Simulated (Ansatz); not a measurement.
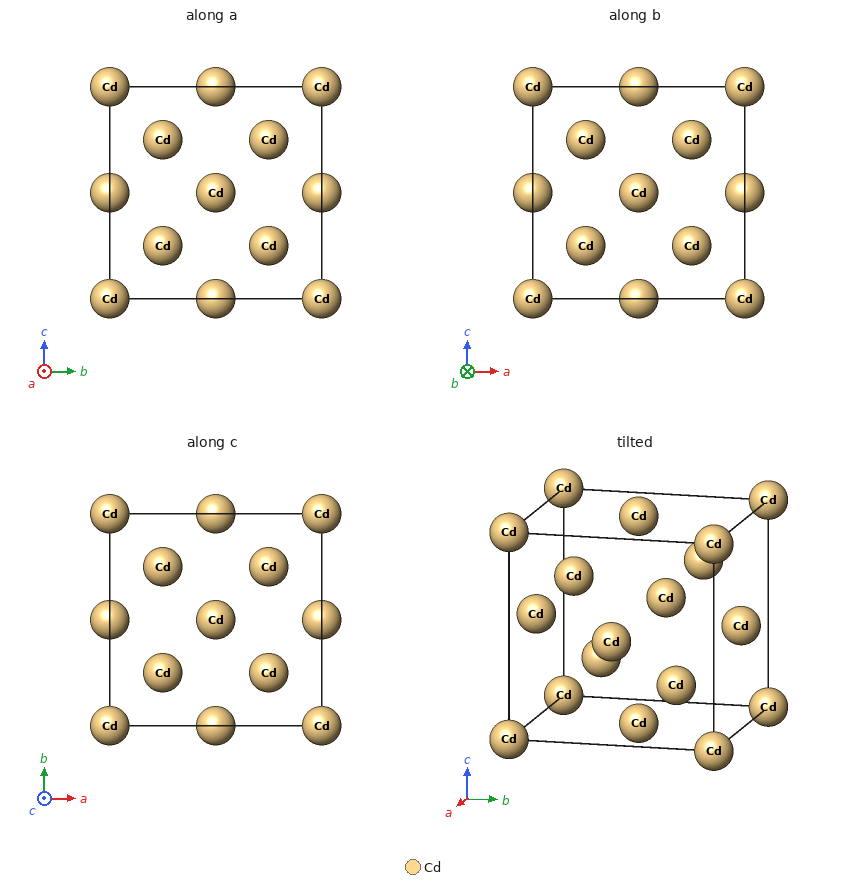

Spheres-only representation of a periodic structure, projected along the a axis, along the b axis, along the c axis and slightly off an axis. The conventional unit cell is outlined; an atom on or near a face, edge or corner is repeated at each equivalent position.

Lattice parameters: a = 7.1348 Å, b = 7.1348 Å, c = 7.1348 Å, α = 90.000°, β = 90.000°, γ = 90.000°.

### Give the structure in the form of a CIF in P1 with every atom of the cell.

```cif
data_structure
_symmetry_space_group_name_H-M 'P 1'
_symmetry_Int_Tables_number 1
_cell_length_a 7.1348
_cell_length_b 7.1348
_cell_length_c 7.1348
_cell_angle_alpha 90.000
_cell_angle_beta 90.000
_cell_angle_gamma 90.000
_cell_volume 363.20
loop_
_atom_site_label
_atom_site_type_symbol
_atom_site_fract_x
_atom_site_fract_y
_atom_site_fract_z
_atom_site_occupancy
Cd1 Cd 0.7500 0.7500 0.2500 1
Cd2 Cd 0.0000 0.5000 0.5000 1
Cd3 Cd 0.7500 0.2500 0.7500 1
Cd4 Cd 0.0000 0.0000 0.0000 1
Cd5 Cd 0.2500 0.7500 0.7500 1
Cd6 Cd 0.5000 0.5000 0.0000 1
Cd7 Cd 0.2500 0.2500 0.2500 1
Cd8 Cd 0.5000 0.0000 0.5000 1
```

The structure was taken from a structure type filled with this element by a generator (whether the element takes this form wasn't checked). Earlier steps of the study may have refined or changed the cell and positions. An electronic-structure calculation with Ansatz was run on it.
